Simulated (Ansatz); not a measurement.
**TiAl: a changed input and its effect**

System: TiAl (P4/mmm, 2 atoms in the cell).
Method of run 1: DFT, PBEsol, PAW with Ansatz's default frozen-core files, scalar-relativistic; levels and slopes on a fine mesh, independent-particle optical spectra, no spin polarisation (Ansatz 0.2.0).

The structure derives from an entry of the Crystallography Open Database. Text and figures count atoms from 1; the logs count them from 0 in places.

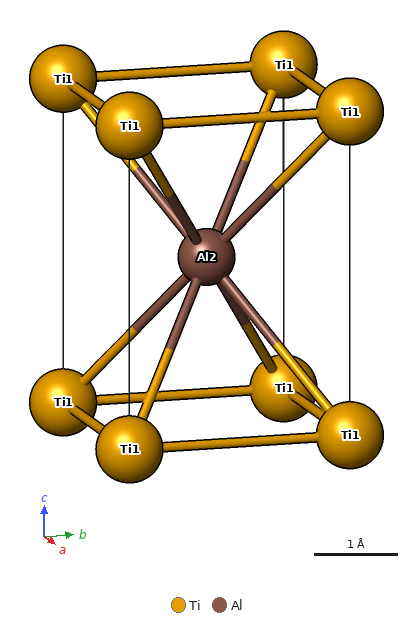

Fig. 1: The structure as given in the input (ball-and-stick view of the cell of the calculation, seen slightly off an axis; atoms are numbered from 1 in the order of the input). Near neighbours in the crystal (not all of them lie inside the picture): Ti has 8 Al at 2.82 Å and 4 Ti at 2.80 Å; Al has 4 Al at 2.80 Å and 8 Ti at 2.82 Å.

### Input, run 1
```yaml
crystal:
  lattice:
    - [2.79955562055, 0.0, 0.0]
    - [0.0, 2.79955562055, 0.0]
    - [0.0, 0.0, 4.02917267884]
  atoms:
    - { symbol: Ti, position: [0.0, 0.0, 0.0] }
    - { symbol: Al, position: [0.5, 0.5, 0.5] }
kpoints:
  mp_grid: { grid: [12, 12, 8] }
scf:
  occupations: { method: fermi_dirac, width: 0.1 }
hamiltonian:
  xc: pbesol
  pseudopotentials: { kind: paw }
output:
  forces: true
  stress: true
  eigenvalues: true
  eigenstates:
    nscf_kmesh: { grid: [20, 20, 16] }
    de_dk: true
    e_range: [-14, 14]
  optics:
    e_range: [0, 30]
    de: 0.2
    sigma: 0.25
    bands: { spectra_wanted_up_to: 30 }
    nscf_kmesh: { grid: [20, 20, 16] }
    drude_damping: 0.05
checkpoint:
  write: ck
  write_wavefunctions: false
```

Launched with:
```bash
ansatz run input.yaml --threads 1 --pin off --max-ram 3072MiB --backend cpu --events-out ev --progress --plain --runs-dir out
```

Hardware: 1 thread of Arm Neoverse V1, 24 GiB of memory available, shared host.

### Output, shortened to warnings, some set-up lines, iterations and results (run 1)
```
Basis set: ecut = 420 eV, 617 PW (Γ), exchange–correlation on 40×40×54 points (8 copies of the dense FFT grid, shifted against one another)
Symmetry: 16 space group operations
k-points: 140 of 1152
Initial density: superposition of atomic densities (neutral atoms: chi_scale 0, normalization atom), corrected by the library's trained network
[...]
SCF iter   1: F=—  HF=-2999.298055 eV  |F-HF|=—  |Δ(HF+E_count)|=         —  Δρ=3.96e-3  dr2=3.41e-3  ethr=1.77e-3  ⟨swp⟩=4.9  Hψ=8479  notcnv=0
SCF iter   2: F=—  HF=-2999.297091 eV  |F-HF|=—  |Δ(HF+E_count)|=   9.64e-4  Δρ=1.87e-3  dr2=1.22e-3  ethr=2.28e-5  ⟨swp⟩=2.0  Hψ=3441  notcnv=0
SCF iter   3: F=—  HF=-2999.296806 eV  |F-HF|=—  |Δ(HF+E_count)|=   2.84e-4  Δρ=3.31e-4  dr2=2.92e-5  ethr=8.14e-6  ⟨swp⟩=2.1  Hψ=2256  notcnv=0
SCF iter   4: F=—  HF=-2999.296833 eV  |F-HF|=—  |Δ(HF+E_count)|=   2.67e-5  Δρ=1.06e-4  dr2=3.54e-6  ethr=1.94e-7  ⟨swp⟩=2.2  Hψ=2333  notcnv=0
SCF iter   5: F=—  HF=-2999.296834 eV  |F-HF|=—  |Δ(HF+E_count)|=   8.94e-7  Δρ=1.43e-5  dr2=2.32e-8  ethr=2.36e-8  ⟨swp⟩=1.9  Hψ=2022  notcnv=0
SCF iter   6: F=—  HF=-2999.296834 eV  |F-HF|=—  |Δ(HF+E_count)|=   3.12e-7  Δρ=1.60e-6  dr2=3.06e-10  ethr=1.55e-10  ⟨swp⟩=2.0  Hψ=2274  notcnv=0
SCF iter   7: F=-2999.296834 eV  HF=-2999.296834 eV  |F-HF|=9.09e-13  |Δ(HF+E_count)|=  2.13e-10  Δρ=1.07e-7  dr2=2.64e-12  ethr=1.00e-12  ⟨swp⟩=3.1  Hψ=6992  notcnv=0
SCF 1 converged in 7 iterations: F = -2999.296834 eV  dr2 = 2.64e-12
NSCF: frozen V_eff on 594 k-points
Optics k sum: 0 of 594 k-points
Optics k sum: 30 of 594 k-points
Optics k sum: 60 of 594 k-points
Optics k sum: 90 of 594 k-points
Optics k sum: 119 of 594 k-points
Optics k sum: 149 of 594 k-points
Optics k sum: 179 of 594 k-points
Optics k sum: 208 of 594 k-points
Optics k sum: 238 of 594 k-points
Optics k sum: 268 of 594 k-points
Optics k sum: 297 of 594 k-points
Optics k sum: 327 of 594 k-points
Optics k sum: 357 of 594 k-points
Optics k sum: 387 of 594 k-points
Optics k sum: 416 of 594 k-points
Optics k sum: 446 of 594 k-points
Optics k sum: 476 of 594 k-points
Optics k sum: 505 of 594 k-points
Optics k sum: 535 of 594 k-points
Optics k sum: 565 of 594 k-points
Optics k sum: 594 of 594 k-points
Optics k sum: 0 of 594 k-points
Optics k sum: 30 of 594 k-points
Optics k sum: 60 of 594 k-points
Optics k sum: 90 of 594 k-points
Optics k sum: 119 of 594 k-points
Optics k sum: 149 of 594 k-points
Optics k sum: 179 of 594 k-points
Optics k sum: 208 of 594 k-points
Optics k sum: 238 of 594 k-points
Optics k sum: 268 of 594 k-points
Optics k sum: 297 of 594 k-points
Optics k sum: 327 of 594 k-points
Optics k sum: 357 of 594 k-points
Optics k sum: 387 of 594 k-points
Optics k sum: 416 of 594 k-points
Optics k sum: 446 of 594 k-points
Optics k sum: 476 of 594 k-points
Optics k sum: 505 of 594 k-points
Optics k sum: 535 of 594 k-points
Optics k sum: 565 of 594 k-points
Optics k sum: 594 of 594 k-points
NSCF: frozen V_eff on 594 k-points
[...]
```

For run 2 the input was changed thus:
```diff
-  mp_grid: { grid: [12, 12, 8] }
+  mp_grid: { grid: [12, 12, 8], shift: [0.5, 0.5, 0.5] }
+  hubbard: { sites: [{ species: Ti, l: d, u_eff: 2.0 }], double_counting: fll }
```

What does this change do to the results?

The total energies belong to different models, so their difference says nothing on which is more stable or more accurate. The pressure goes from −0.02 to 2.33 GPa. The irreducible k-points go from 140 to 84.

### Output, shortened to warnings, some set-up lines, iterations and results (run 2)
```
Basis set: ecut = 420 eV, 617 PW (Γ), exchange–correlation on 40×40×54 points (8 copies of the dense FFT grid, shifted against one another)
Symmetry: 16 space group operations
k-points: 84 of 1152
Initial density: superposition of atomic densities (chi_scale 0.1, normalization cell, long waves kept (reshape's long-wave potential 0.00 eV rms))
[...]
SCF iter   1: F=—  HF=-2997.425389 eV  |F-HF|=—  |Δ(HF+E_count)|=         —  Δρ=5.45e-2  dr2=9.49e-1  ethr=3.10e-3  ⟨swp⟩=4.9  Hψ=5068  notcnv=0
SCF iter   2: F=—  HF=-2997.280514 eV  |F-HF|=—  |Δ(HF+E_count)|=   1.45e-1  Δρ=2.41e-2  dr2=2.29e-1  ethr=3.10e-3  ⟨swp⟩=3.0  Hψ=2666  notcnv=0
SCF iter   3: F=—  HF=-2997.268543 eV  |F-HF|=—  |Δ(HF+E_count)|=   1.20e-2  Δρ=1.26e-2  dr2=8.16e-2  ethr=1.53e-3  ⟨swp⟩=2.0  Hψ=1679  notcnv=0
SCF iter   4: F=—  HF=-2997.259979 eV  |F-HF|=—  |Δ(HF+E_count)|=   8.56e-3  Δρ=3.92e-3  dr2=5.06e-3  ethr=5.44e-4  ⟨swp⟩=2.0  Hψ=1947  notcnv=0
SCF iter   5: F=—  HF=-2997.260507 eV  |F-HF|=—  |Δ(HF+E_count)|=   5.28e-4  Δρ=7.17e-4  dr2=1.12e-4  ethr=3.38e-5  ⟨swp⟩=2.5  Hψ=1686  notcnv=0
SCF iter   6: F=—  HF=-2997.260578 eV  |F-HF|=—  |Δ(HF+E_count)|=   7.06e-5  Δρ=6.12e-5  dr2=1.20e-6  ethr=7.45e-7  ⟨swp⟩=2.3  Hψ=1324  notcnv=0
SCF iter   7: F=—  HF=-2997.260576 eV  |F-HF|=—  |Δ(HF+E_count)|=   1.56e-6  Δρ=1.18e-5  dr2=3.26e-8  ethr=7.99e-9  ⟨swp⟩=2.0  Hψ=1305  notcnv=0
SCF iter   8: F=—  HF=-2997.260576 eV  |F-HF|=—  |Δ(HF+E_count)|=   2.52e-9  Δρ=1.54e-6  dr2=8.87e-10  ethr=2.17e-10  ⟨swp⟩=2.7  Hψ=1660  notcnv=0
SCF iter   9: F=—  HF=-2997.260576 eV  |F-HF|=—  |Δ(HF+E_count)|=  1.38e-10  Δρ=2.55e-7  dr2=2.00e-11  ethr=5.91e-12  ⟨swp⟩=2.9  Hψ=1689  notcnv=0
SCF iter  10: F=-2997.260576 eV  HF=-2997.260576 eV  |F-HF|=9.09e-13  |Δ(HF+E_count)|=  4.55e-13  Δρ=2.77e-8  dr2=1.50e-13  ethr=1.00e-12  ⟨swp⟩=4.3  Hψ=3334  notcnv=0
SCF 1 converged in 10 iterations: F = -2997.260576 eV  dr2 = 1.50e-13
NSCF: frozen V_eff on 594 k-points
Optics k sum: 0 of 594 k-points
Optics k sum: 30 of 594 k-points
Optics k sum: 60 of 594 k-points
Optics k sum: 90 of 594 k-points
Optics k sum: 119 of 594 k-points
Optics k sum: 149 of 594 k-points
Optics k sum: 179 of 594 k-points
Optics k sum: 208 of 594 k-points
Optics k sum: 238 of 594 k-points
Optics k sum: 268 of 594 k-points
Optics k sum: 297 of 594 k-points
Optics k sum: 327 of 594 k-points
Optics k sum: 357 of 594 k-points
Optics k sum: 387 of 594 k-points
Optics k sum: 416 of 594 k-points
Optics k sum: 446 of 594 k-points
Optics k sum: 476 of 594 k-points
Optics k sum: 505 of 594 k-points
Optics k sum: 535 of 594 k-points
Optics k sum: 565 of 594 k-points
Optics k sum: 594 of 594 k-points
Optics k sum: 0 of 594 k-points
Optics k sum: 30 of 594 k-points
Optics k sum: 60 of 594 k-points
Optics k sum: 90 of 594 k-points
Optics k sum: 119 of 594 k-points
Optics k sum: 149 of 594 k-points
Optics k sum: 179 of 594 k-points
Optics k sum: 208 of 594 k-points
Optics k sum: 238 of 594 k-points
Optics k sum: 268 of 594 k-points
Optics k sum: 297 of 594 k-points
Optics k sum: 327 of 594 k-points
Optics k sum: 357 of 594 k-points
Optics k sum: 387 of 594 k-points
Optics k sum: 416 of 594 k-points
Optics k sum: 446 of 594 k-points
Optics k sum: 476 of 594 k-points
Optics k sum: 505 of 594 k-points
Optics k sum: 535 of 594 k-points
Optics k sum: 565 of 594 k-points
Optics k sum: 594 of 594 k-points
NSCF: frozen V_eff on 594 k-points
[...]
```

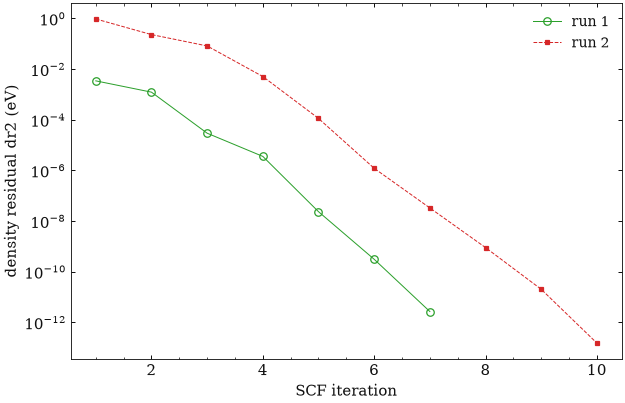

Fig. 2: Convergence of the two runs: density residual dr2 against the SCF iteration. Run 1 takes 7 iterations in all, and run 2 takes 10.

### The two runs side by side

| quantity | run 1 | run 2 |
| --- | --- | --- |
| outcome | converged | converged |
| free energy per atom (eV) | −1499.6484 | −1498.6303 |
| energy per atom, smearing taken to zero (eV) | −1499.6340 | −1498.6173 |
| pressure (GPa) | −0.02 | 2.33 |
| largest force (eV/Å) | 0.000 | 0.000 |
| irreducible k-points | 140 | 84 |
| plane waves at Γ | 617 | 617 |
| wall time (shared host) | 2 min | 2.6 min |

For both runs: Warnings: the optical spectrum is taken on partly filled bands.
